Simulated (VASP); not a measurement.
Run report: Ga$_{4}$As$_{5}$, geometry relaxation (part 2 of 3)

Continued. System: Ga$_{4}$As$_{5}$ (slab, 9 atoms in the cell). Method: Kohn-Sham DFT of a periodic cell, PBEsol, VASP PAW PBE potentials, recommended, no spin polarisation (VASP 6.6.1); cutoff 520 eV, 9×9×1 k-mesh, Gaussian smearing of 0.05 eV. The structure derives from an entry of the Crystallography Open Database. It belongs to a series of runs on one base structure; here: (1 0 0) slab, atoms relaxed.

Geometry of the input (Å; fractional positions):
```
4.0010  0.0000  0.0000
0.0000  4.0010  0.0000
0.0000  0.0000  26.3166
As 0.0000  0.5000  0.2850
As 0.5000  0.0000  0.3925
As 0.0000  0.5000  0.5000
As 0.5000  0.0000  0.6075
As 0.0000  0.5000  0.7150
Ga 0.5000  0.5000  0.3387
Ga 0.0000  0.0000  0.4462
Ga 0.5000  0.5000  0.5538
Ga 0.0000  0.0000  0.6613
```

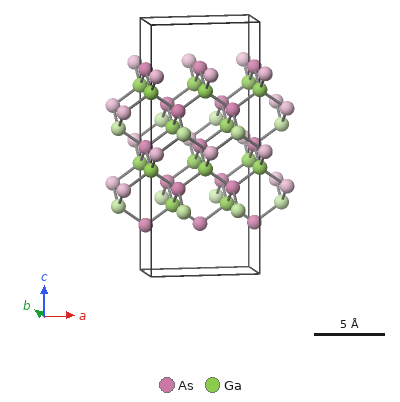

*The starting structure (ball-and-stick view of the 2 × 1 repeat of the cell, with the vacuum cut short, seen slightly off an axis; neighbours outside the cell are drawn fainter).*

Parts of OUTCAR, continued:
```
 NGX is ok and might be reduce to    30
   NGX = 15   NGY = 15   NGZ = 97

--------------------------------------- Ionic step        1  -------------------------------------------

 number of electron      77.0000004 magnetization

 Free energy of the ion-electron system (eV)
  ---------------------------------------------------
  ext. energy  EPLUGINS =         0.00000000
  ---------------------------------------------------
  free energy    TOTEN  =       -38.30386167 eV

  energy without entropy =      -38.29283326  energy(sigma->0) =      -38.29834746

------------------------ aborting loop because EDIFF is reached ----------------------------------------

  FORCE on cell =-STRESS in cart. coord.  units (eV):
  Direction    XX          YY          ZZ          XY          YZ          ZX
  --------------------------------------------------------------------------------------
  -------------------------------------------------------------------------------------
  Total       -2.7420118     -2.7420118      0.3770959      0.0000000      0.0000000      0.0000000
  in kB      -10.4282838    -10.4282838      1.4341526      0.0000000      0.0000000      0.0000000
  external PRESSURE =      -6.4741383 kB  Pullay stress =       0.0000000 kB

 VOLUME and BASIS-vectors are now :
 -----------------------------------------------------------------------------
  energy-cutoff  :      520.00
  volume of cell :      421.28
      direct lattice vectors                 reciprocal lattice vectors
     4.001004627  0.000000000  0.000000000     0.249937227  0.000000000  0.000000000
     0.000000000  4.001004627  0.000000000     0.000000000  0.249937227  0.000000000
     0.000000000  0.000000000 26.316550013     0.000000000  0.000000000  0.037998902

 POSITION                                       TOTAL-FORCE (eV/Angst)
 -----------------------------------------------------------------------------------
      0.00000      2.00050      7.50000         0.000000      0.000000      0.069991
      2.00050      0.00000     10.32914         0.000000      0.000000      0.236550
      0.00000      2.00050     13.15828         0.000000      0.000000     -0.000000
      2.00050      0.00000     15.98741         0.000000      0.000000     -0.236550
      0.00000      2.00050     18.81655         0.000000      0.000000     -0.069991
      2.00050      2.00050      8.91457         0.000000      0.000000     -0.258821
      0.00000      0.00000     11.74371         0.000000      0.000000     -0.112158
      2.00050      2.00050     14.57284         0.000000      0.000000      0.112158
      0.00000      0.00000     17.40198         0.000000      0.000000      0.258821
 -----------------------------------------------------------------------------------
    total drift:                                0.000000      0.000000     -0.000000

  FREE ENERGIE OF THE ION-ELECTRON SYSTEM (eV)
  ---------------------------------------------------
  free  energy   TOTEN  =       -38.3038616685 eV

  energy  without entropy=      -38.2928332558  energy(sigma->0) =      -38.29834746

--------------------------------------- Ionic step        2  -------------------------------------------

 number of electron      77.0000009 magnetization

------------------------ aborting loop because EDIFF is reached ----------------------------------------

  FORCE on cell =-STRESS in cart. coord.  units (eV):
  Direction    XX          YY          ZZ          XY          YZ          ZX
  --------------------------------------------------------------------------------------
  -------------------------------------------------------------------------------------
  Total       -2.5743174     -2.5743174      0.2320529      0.0000000      0.0000000      0.0000000
  in kB       -9.7905165     -9.7905165      0.8825321      0.0000000      0.0000000      0.0000000
  external PRESSURE =      -6.2328336 kB  Pullay stress =       0.0000000 kB

 VOLUME and BASIS-vectors are now :
 -----------------------------------------------------------------------------
  energy-cutoff  :      520.00
  volume of cell :      421.28
      direct lattice vectors                 reciprocal lattice vectors
     4.001004627  0.000000000  0.000000000     0.249937227  0.000000000  0.000000000
     0.000000000  4.001004627  0.000000000     0.000000000  0.249937227  0.000000000
     0.000000000  0.000000000 26.316550013     0.000000000  0.000000000  0.037998902

 POSITION                                       TOTAL-FORCE (eV/Angst)
 -----------------------------------------------------------------------------------
      0.00000      2.00050      7.50338         0.000000      0.000000      0.039130
      2.00050      0.00000     10.34055         0.000000      0.000000      0.065674
      0.00000      2.00050     13.15828         0.000000      0.000000     -0.000000
      2.00050      0.00000     15.97600         0.000000      0.000000     -0.065674
      0.00000      2.00050     18.81317         0.000000      0.000000     -0.039130
      2.00050      2.00050      8.90208         0.000000      0.000000     -0.113340
      0.00000      0.00000     11.73830         0.000000      0.000000     -0.020496
      2.00050      2.00050     14.57825         0.000000      0.000000      0.020496
      0.00000      0.00000     17.41447         0.000000      0.000000      0.113340
 -----------------------------------------------------------------------------------
    total drift:                                0.000000     -0.000000     -0.000000

  FREE ENERGIE OF THE ION-ELECTRON SYSTEM (eV)
  ---------------------------------------------------
  free  energy   TOTEN  =       -38.3131052042 eV

  energy  without entropy=      -38.3027151350  energy(sigma->0) =      -38.30791017

--------------------------------------- Ionic step        3  -------------------------------------------

 number of electron      77.0000011 magnetization

------------------------ aborting loop because EDIFF is reached ----------------------------------------

  FORCE on cell =-STRESS in cart. coord.  units (eV):
  Direction    XX          YY          ZZ          XY          YZ          ZX
  --------------------------------------------------------------------------------------
  -------------------------------------------------------------------------------------
  Total       -2.4897161     -2.4897161      0.1648344      0.0000000      0.0000000      0.0000000
  in kB       -9.4687651     -9.4687651      0.6268902      0.0000000      0.0000000      0.0000000
  external PRESSURE =      -6.1035466 kB  Pullay stress =       0.0000000 kB

 VOLUME and BASIS-vectors are now :
 -----------------------------------------------------------------------------
  energy-cutoff  :      520.00
  volume of cell :      421.28
      direct lattice vectors                 reciprocal lattice vectors
     4.001004627  0.000000000  0.000000000     0.249937227  0.000000000  0.000000000
     0.000000000  4.001004627  0.000000000     0.000000000  0.249937227  0.000000000
     0.000000000  0.000000000 26.316550013     0.000000000  0.000000000  0.037998902

 POSITION                                       TOTAL-FORCE (eV/Angst)
 -----------------------------------------------------------------------------------
      0.00000      2.00050      7.50513         0.000000      0.000000      0.019762
      2.00050      0.00000     10.34646         0.000000      0.000000     -0.023444
      0.00000      2.00050     13.15828         0.000000      0.000000      0.000000
      2.00050      0.00000     15.97009         0.000000      0.000000      0.023444
      0.00000      2.00050     18.81142         0.000000      0.000000     -0.019762
      2.00050      2.00050      8.89561         0.000000      0.000000     -0.037715
      0.00000      0.00000     11.73549         0.000000      0.000000      0.028065
      2.00050      2.00050     14.58106         0.000000      0.000000     -0.028065
      0.00000      0.00000     17.42094         0.000000      0.000000      0.037715
 -----------------------------------------------------------------------------------
    total drift:                                0.000000     -0.000000      0.000000

  FREE ENERGIE OF THE ION-ELECTRON SYSTEM (eV)
  ---------------------------------------------------
  free  energy   TOTEN  =       -38.3144761240 eV

  energy  without entropy=      -38.3047250129  energy(sigma->0) =      -38.30960057

--------------------------------------- Ionic step        4  -------------------------------------------

 number of electron      77.0000011 magnetization

 dipolmoment           0.000000      0.000000      0.000000 electrons x Angstroem

------------------------ aborting loop because EDIFF is reached ----------------------------------------

  FORCE on cell =-STRESS in cart. coord.  units (eV):
  Direction    XX          YY          ZZ          XY          YZ          ZX
  --------------------------------------------------------------------------------------
  -------------------------------------------------------------------------------------
  Total       -2.4873577     -2.4873577      0.1581364      0.0000000      0.0000000      0.0000000
  in kB       -9.4597958     -9.4597958      0.6014165      0.0000000      0.0000000      0.0000000
  external PRESSURE =      -6.1060583 kB  Pullay stress =       0.0000000 kB

 VOLUME and BASIS-vectors are now :
 -----------------------------------------------------------------------------
  energy-cutoff  :      520.00
  volume of cell :      421.28
      direct lattice vectors                 reciprocal lattice vectors
     4.001004627  0.000000000  0.000000000     0.249937227  0.000000000  0.000000000
     0.000000000  4.001004627  0.000000000     0.000000000  0.249937227  0.000000000
     0.000000000  0.000000000 26.316550013     0.000000000  0.000000000  0.037998902

 POSITION                                       TOTAL-FORCE (eV/Angst)
 -----------------------------------------------------------------------------------
      0.00000      2.00050      7.50523         0.000000      0.000000      0.018635
      2.00050      0.00000     10.34681         0.000000      0.000000     -0.027828
      0.00000      2.00050     13.15828         0.000000      0.000000     -0.000000
      2.00050      0.00000     15.96974         0.000000      0.000000      0.027828
      0.00000      2.00050     18.81132         0.000000      0.000000     -0.018635
      2.00050      2.00050      8.89523         0.000000      0.000000     -0.033454
      0.00000      0.00000     11.73533         0.000000      0.000000      0.030589
      2.00050      2.00050     14.58122         0.000000      0.000000     -0.030589
      0.00000      0.00000     17.42132         0.000000      0.000000      0.033454
 -----------------------------------------------------------------------------------
    total drift:                                0.000000      0.000000      0.000000

  FREE ENERGIE OF THE ION-ELECTRON SYSTEM (eV)
  ---------------------------------------------------
  free  energy   TOTEN  =       -38.3144833055 eV

  energy  without entropy=      -38.3047752104  energy(sigma->0) =      -38.30962926

--------------------------------------- Ionic step        5  -------------------------------------------

 number of electron      77.0000011 magnetization

 dipolmoment           0.000000      0.000000     -0.000000 electrons x Angstroem

 Free energy of the ion-electron system (eV)
  ---------------------------------------------------
  ext. energy  EPLUGINS =         0.00000000
  ---------------------------------------------------
  free energy    TOTEN  =       -38.31471377 eV

  energy without entropy =      -38.30513784  energy(sigma->0) =      -38.30992581

 E-fermi :  -1.3453     XC(G=0):  -5.3524     alpha+bet : -4.7005

 val. band max:       -1.3528222877   @ k =   0.0000   0.0000   0.0000
 cond. band min:      -1.3387092711   @ k =   0.2222   0.1111   0.0000
 fundamental gap:      0.0141130166
 Fermi energy:        -1.3453019234

 k-point     1 :       0.0000    0.0000    0.0000
  band No.  band energies     occupation
      1     -15.9678      2.00000
      2     -15.9137      2.00000
      3     -15.8670      2.00000
      4     -15.8670      2.00000
      5     -15.8427      2.00000
      6     -15.8427      2.00000
      7     -15.8185      2.00000
      8     -15.8057      2.00000
      9     -15.7891      2.00000
     10     -15.7829      2.00000
     11     -15.5197      2.00000
     12     -15.5182      2.00000
     13     -15.4686      2.00000
     14     -15.4686      2.00000
     15     -15.4289      2.00000
     16     -15.4289      2.00000
     17     -15.4054      2.00000
     18     -15.4051      2.00000
     19     -15.3654      2.00000
     20     -15.3654      2.00000
     21     -13.6548      2.00000
     22     -13.0451      2.00000
     23     -12.2922      2.00000
     24     -11.3462      2.00000
     25     -11.0324      2.00000
     26      -7.1545      2.00000
     27      -5.6723      2.00000
     28      -4.0444      2.00000
     29      -3.5825      2.00000
     30      -3.5825      2.00000
     31      -2.9352      2.00000
     32      -2.9352      2.00000
     33      -2.3767      2.00000
     34      -2.1411      2.00000
     35      -2.1411      2.00000
     36      -1.3528      1.16845
     37      -1.3528      1.16845
     38      -1.0123      0.00000
     39      -0.1532      0.00000
     40      -0.1532      0.00000
     41       0.4093      0.00000
     42       0.5928      0.00000
     43       0.6580      0.00000
     44       1.1400      0.00000
     45       1.3092      0.00000
     46       1.8012      0.00000
```
